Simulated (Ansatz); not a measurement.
The Ansatz input:

```
crystal:
  lattice:
    - [4.6791895905, 0.0, 0.0]
    - [0.0, 6.6173733798, 0.0]
    - [0.0, 0.0, 24.358379181]
  atoms:
    - { symbol: Cd, position: [0.5, 0.5, 0.30790226] }
    - { symbol: Te, position: [0.0, 0.25, 0.30790226] }
    - { symbol: Cd, position: [0.0, 0.0, 0.40395113] }
    - { symbol: Te, position: [0.5, 0.75, 0.40395113] }
    - { symbol: Cd, position: [0.5, 0.5, 0.5] }
    - { symbol: Te, position: [0.0, 0.25, 0.5] }
    - { symbol: Cd, position: [0.0, 0.0, 0.59604887] }
    - { symbol: Te, position: [0.5, 0.75, 0.59604887] }
    - { symbol: Cd, position: [0.5, 0.5, 0.69209774] }
    - { symbol: Te, position: [0.0, 0.25, 0.69209774] }
basis:
  ecutwfc: 420
kpoints:
  mp_grid: { grid: [8, 5, 1] }
hamiltonian:
  xc: pbe
scf:
  occupations: { method: gaussian, width: 0.05 }
output:
  forces: true
  stress: true
  eigenvalues: true
  write_density: true
  write_potential: true
  elf: true
  volumetric_format: npy
efield:
  axis: 3
  dipole_correction: true
  ramp_width: 0.04
```

Command:
```bash
ansatz run input.yaml --threads 1 --pin off --max-ram 2560MiB --backend cpu --events-out ev --progress --plain --runs-dir out
```

What does the potential across the slab give for the band edges against vacuum?

From the vacuum level at the right face the ionisation potential is 4.97 eV and the electron affinity 4.25 eV; the left face gives the same. The slab's gap, their difference before rounding, is 0.72 eV. The two vacuum levels agree, so the slab has no net dipole along its normal. The outermost atoms are 9.4 Å apart, which leaves 15.0 Å of vacuum in a cell 24.4 Å high.

The atoms aren't at rest in this cell (largest force 1.0 eV/Å), so the relaxed material can differ. Spin-orbit coupling is left out, which matters for Te.

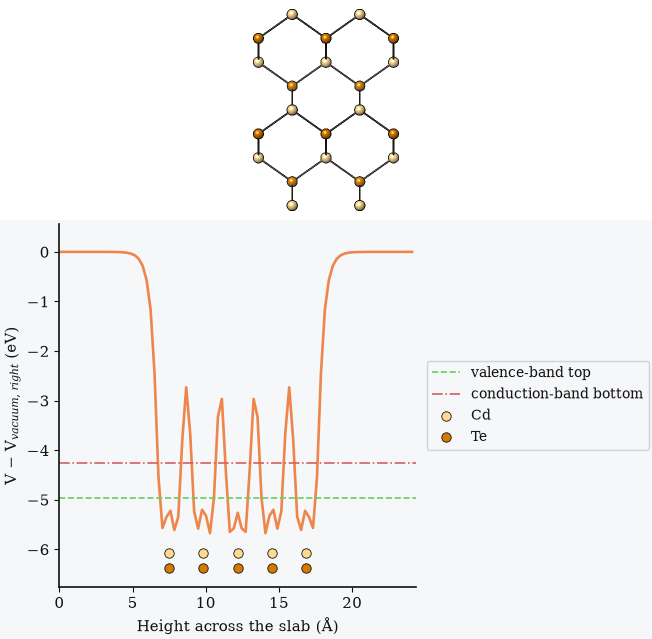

Plane-averaged electrostatic potential energy of an electron across the slab; circles at the bottom mark the heights of the atoms. The structure is drawn too.
